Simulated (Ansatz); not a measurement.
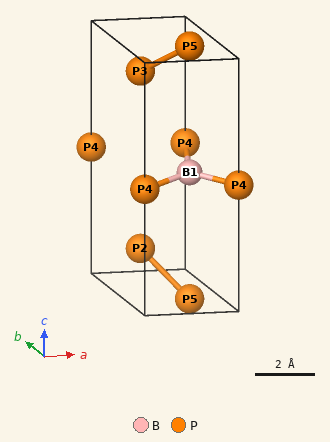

Figure 1. The structure as given in the input (ball-and-stick view of the cell of the calculation, seen at an oblique angle; atoms are numbered from 1 in the order of the input). An atom can appear more than once, as a periodic image. Near neighbours in the periodic cell (some may lie outside the picture): B has 3 P at 1.84 Å; P has 3 P at 2.39 Å; P has 3 B at 1.84 Å; P has 6 P at 2.39 Å.

# Mending a geometry relaxation on BP₄

System: BP₄ (P-6m2, 5 atoms in the cell).
Method of the first run: DFT, PBE, plane waves, PAW (Ansatz 0.2.0).

The structure was made by a generator, so it may or may not be a known phase. Text and figures count atoms from 1; the logs count them from 0 in places.

Input, the first run:
```yaml
crystal:
  lattice:
    - [3.1953242467, 0.0, 0.0]
    - [-1.5976621233, 2.767231971, 0.0]
    - [0.0, 0.0, 10.2195327563]
  atoms:
    - { symbol: b, position: [0.6666666667, 0.3333333333, 0.5] }
    - { symbol: P, position: [0.3333333333, 0.6666666667, 0.1489947491] }
    - { symbol: P, position: [0.3333333333, 0.6666666667, 0.8510052509] }
    - { symbol: P, position: [0.0, 0.0, 0.5] }
    - { symbol: P, position: [0.6666666667, 0.3333333333, 0.0] }
basis:
  ecutwfc: 420
kpoints:
  mp_grid: { grid: [12, 12, 4] }
hamiltonian:
  xc: pbe
scf:
  occupations: { method: gaussian, width: 0.1 }
  max_iter: 50
output:
  forces: true
  eigenvalues: true
  stress: true
relax:
  adjacent_minimum: "off"
  f_tol: 0.01
  max_steps: 80
  cell: { stress_tol: 0.05 }
```

Command:
```bash
ansatz run input.yaml --threads 1 --pin off --max-ram 2560MiB --backend cpu --events-out ev --progress --plain --runs-dir out
```

Hardware: 1 thread of Arm Neoverse V2, 64 GiB of memory available, shared host.

Output (the first run):
```
Error: YAML parse error: error: line 7 column 17: `b` is not an element symbol (H … Og, case-exact)
 --> <input>:7:17
  |
5 |     - [0.0, 0.0, 10.2195327563]
6 |   atoms:
7 |     - { symbol: b, position: [0.6666666667, 0.3333333333, 0.5] }
  |                 ^ `b` is not an element symbol (H … Og, case-exact)
8 |     - { symbol: P, position: [0.3333333333, 0.6666666667, 0.1489947491] }
9 |     - { symbol: P, position: [0.3333333333, 0.6666666667, 0.8510052509] }
  |
```

What should be changed in this input?

Answer. The input was spoiled on purpose: an unknown element (`crystal.atoms[0].symbol`). The program refused the input: “YAML parse error: error: line 7 column 17: `b` is not an element symbol (H … Og, case-exact) --> <input>:7:17 | 5 | - [0.0, 0.0, 10.2195327563] 6 | atoms: 7 | - { symbol: b, position: [0.6666666667, 0.3333333333, 0.5] } | ^ `b` is not an element symbol (H … Og, case-exact) 8 | - { symbol: P, position: [0.3333333333, …”

A run of the same system that converges differs from this input as follows (lines with − go, lines with + come):
```diff
-    - { symbol: b, position: [0.6666666667, 0.3333333333, 0.5] }
+    - { symbol: B, position: [0.6666666667, 0.3333333333, 0.5] }
-  max_iter: 50
```

Output, shortened to warnings, some set-up lines, iterations and results (the second run):
```
Basis set: ecut = 420 eV, 1787 PW (Γ), exchange–correlation on 48×48×144 points (8 copies of the dense FFT grid, shifted against one another)
Symmetry: 12 space group operations
k-points: 57 of 576 (time reversal used)
Initial density: superposition of atomic densities (neutral atoms: chi_scale 0, normalization atom), corrected by the library's trained network
[...]
SCF iter   1: F=—  HF=-3176.571130 eV  |F-HF|=—  |Δ(HF+E_count)|=         —  Δρ=4.77e-3  dr2=2.58e-2  ethr=1.77e-3  ⟨swp⟩=7.9  Hψ=6844  notcnv=0
SCF iter   2: F=—  HF=-3176.569186 eV  |F-HF|=—  |Δ(HF+E_count)|=   1.94e-3  Δρ=2.91e-3  dr2=1.43e-2  ethr=1.12e-4  ⟨swp⟩=1.8  Hψ=1582  notcnv=0
SCF iter   3: F=—  HF=-3176.567605 eV  |F-HF|=—  |Δ(HF+E_count)|=   1.58e-3  Δρ=7.04e-4  dr2=2.41e-3  ethr=6.22e-5  ⟨swp⟩=2.4  Hψ=1425  notcnv=0
SCF iter   4: F=—  HF=-3176.567233 eV  |F-HF|=—  |Δ(HF+E_count)|=   3.72e-4  Δρ=2.92e-4  dr2=2.41e-4  ethr=1.05e-5  ⟨swp⟩=2.0  Hψ=1270  notcnv=0
SCF iter   5: F=—  HF=-3176.567205 eV  |F-HF|=—  |Δ(HF+E_count)|=   2.72e-5  Δρ=8.61e-5  dr2=9.75e-6  ethr=1.05e-6  ⟨swp⟩=2.1  Hψ=1255  notcnv=0
[... 71 lines ...]
SCF iter   4: F=—  HF=-3176.595507 eV  |F-HF|=—  |Δ(HF+E_count)|=  5.43e-10  Δρ=5.91e-7  dr2=2.85e-10  ethr=2.35e-11  ⟨swp⟩=2.0  Hψ=1283  notcnv=0
SCF iter   5: F=—  HF=-3176.595507 eV  |F-HF|=—  |Δ(HF+E_count)|=  2.16e-10  Δρ=1.71e-7  dr2=5.89e-11  ethr=1.24e-12  ⟨swp⟩=2.0  Hψ=1585  notcnv=0
SCF iter   6: F=-3176.595507 eV  HF=-3176.595507 eV  |F-HF|=9.09e-13  |Δ(HF+E_count)|=  5.91e-12  Δρ=3.72e-8  dr2=4.52e-13  ethr=1.00e-12  ⟨swp⟩=7.3  Hψ=4856  notcnv=0
SCF 10 converged in 6 iterations: F = -3176.595507 eV  dr2 = 4.52e-13
relax step  10: F+E_penalty+E_count = -3176.59550656 eV  Δ(F+E_penalty+E_count) = -6.750e-4 eV  max|allowed force component| = 1.170e-3 eV/Å  Δτ_max = 0.0000 Å  P = +0.002 …
basis re-selected at this cell: Δ(F+E_penalty+E_count) = -6.750e-4 eV, ΔP = +0.002 GPa vs the last step (what re-selecting the basis moved, of the pressure what is left beyond the Pulay correction that the steps carried, after the strain that the cell walked since its last selection, with what the …
SCF converged after 6 iterations
Free energy (F): -3176.595507 eV
Harris-Foulkes:  -3176.595507 eV  (|F-HF|=9.09e-13)
Internal energy: -3176.572837 eV  (E = F + TS)
E sigma→0 (E₀):  -3176.584172 eV
Entropy (-TS):   -0.022670 eV (-4.534 meV/atom)
Fermi energy:    5.644253 eV
--- Per-component energies (eV) ---
  E_band       = -12.262745
  E_kinetic    = 327.961857
  E_local      = -574.566710  (includes V_loc(G=0)·N_el)
  E_nonlocal   = 146.575202
  E_hartree    = 199.513120
  E_xc         = -276.057279
  E_vxc        = -278.534536  (∫ρ·V_xc dr)
  E_paw        = -2355.809993  (= ΣΔE_a)
  E_vpaw       = -32.724814  (= ΣTr[D̂ρ^β])
  E_aug_tail   = 0.000011  (compensation charges beyond the density's cutoff)
  E_ewald      = -644.189044
  E_smearing   = -0.022670  (= −TS)
  E_closure    = -0.000000  (closes the sum)
  Σ components = -3176.595507   (vs F -3176.595507, Δ=0.00e0)
--- Forces (eV/Å), atoms counted from 1 ---
  atom   1  B      0.00000000    -0.00000000     0.00000000
  atom   2  P      0.00000000    -0.00000000     0.00116977
  atom   3  P      0.00000000    -0.00000000    -0.00116977
  atom   4  P      0.00000000    -0.00000000     0.00000000
  atom   5  P     -0.00000000     0.00000000     0.00000000
  max |Σ_I F_I| component: 9.44e-16 eV/Å
--- Stress (GPa, compression-positive) ---
       -0.009989      -0.000000       0.000000
       -0.000000      -0.009989       0.000000
        0.000000       0.000000       0.024559
  P = ⅓ Tr σ = 0.0015 GPa (0.015 kbar)
--- Relaxed structure (8 steps of the walk, 8 accepted, 2 SCFs on fresh bases) ---
  F+E_penalty+E_count = -3176.59550656 eV   max|allowed force component| = 1.170e-3 eV/Å   (the final SCF, on the basis selected at the relaxed cell)
  cell:  # Å, volume = 96.1047 Å³
    - [3.171599441081337, -2.865321275583978e-11, 0.0]
    - [-1.585799720515854, 2.7466856866192915, 0.0]
    - [0.0, 0.0, 11.032078850952415]
  atoms:
    - { symbol: B, position: [0.6666666666666665, 0.3333333333333333, 0.5] }
[...]
```

The two runs side by side:

| quantity | the first run | the second run |
| --- | --- | --- |
| outcome | refused | converged |
| free energy per atom (eV) | – | −635.3191 |
| gap on the mesh (eV) | – | 0.00 |
| pressure (GPa) | – | 0.00 |
| volume per atom (Å³) | – | 19.22 |
| largest force (eV/Å) | – | 0.001 |
| SCF iterations | – | 61 |
| irreducible k-points | – | 57 |
